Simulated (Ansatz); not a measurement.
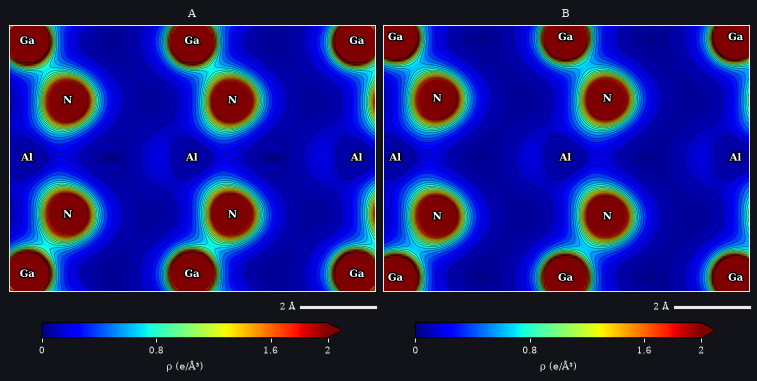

AlGa3N4. The valence electron density of two cells that differ in size, on the (101̄) plane of each (indices in the axes of the calculation cell), at one length scale and on one colour scale; one has 11.1 and the other 12.3 Å³ an atom.

Space group P-43m; a structure from a database of computed crystals, not necessarily the ambient phase.

Level of theory: DFT PBEsol, scalar-relativistic, plane waves, PAW in Ansatz 0.2.0.

The larger cell:

```
Al Ga N
1.0
     4.61184    0.00000    0.00000
     0.00000    4.61184    0.00000
     0.00000    0.00000    4.61184
Al Ga N
1 3 4
Direct
  0.00000 0.00000 0.00000
  0.50000 0.50000 0.00000
  0.50000 0.00000 0.50000
  0.00000 0.50000 0.50000
  0.75503 0.75503 0.24497
  0.75503 0.24497 0.75503
  0.24497 0.75503 0.75503
  0.24497 0.24497 0.24497
```

The smaller cell: a = 4.468 Å, b = 4.468 Å, c = 4.468 Å, α = 90.00°, β = 90.00°, γ = 90.00°.

Q: Which panel shows the smaller cell, and what does the compression change?

A: Panel A is the smaller cell, by 9 % in volume. From the larger cell to the smaller, Ga–N goes from 2.01 to 1.95 Å, and the density at its midpoint from 0.66 to 0.74 e/Å³; Al–N goes from 1.96 to 1.90 Å, and the density at its midpoint from 0.62 to 0.69 e/Å³; the pressure goes from −15 to 0.0 GPa; the Kohn–Sham gap goes from 1.6 eV to 2.3 eV.
